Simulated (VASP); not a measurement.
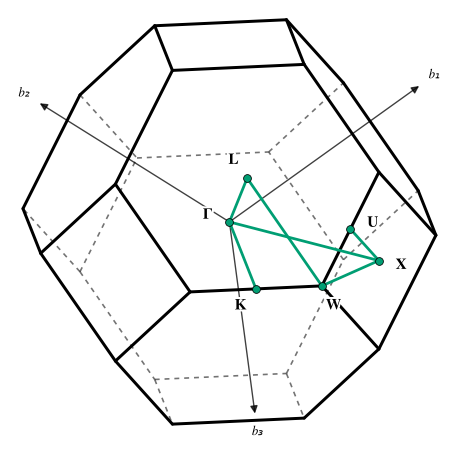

For Ir, the end point of a relaxation with VASP 6.6.1, VASP Kohn-Sham DFT of a periodic cell, r2SCAN, VASP PAW PBE potentials, recommended: the first Brillouin zone and its special points. Geometry calculated from the standardised cell; symmetry tolerance 0.002 Å.

Space group Fm-3m, No. 225; a = 3.853 Å, b = 3.853 Å, c = 3.853 Å, α = 90.00°, β = 90.00°, γ = 90.00°.

Labels and path follow the convention of Hinuma et al. (2017), as computed by seekpath; the arrows show the directions of the reciprocal primitive vectors b₁, b₂, b₃, in which coordinates are given; lengths include the factor 2π.

**List the special points with their coordinates and distances from Γ.**

```
point   k₁   k₂   k₃  length of k (1/Å)
    Γ    0    0    0              0.000
    X  1/2    0  1/2              1.631
    L  1/2  1/2  1/2              1.412
    W  1/2  1/4  3/4              1.823
    K  3/8  3/8  3/4              1.730
    U  5/8  1/4  5/8              1.730
```

**What is the zone's volume?**

(2π)³ over the primitive cell's volume of 14.30 Å³: 17.3 Å⁻³.
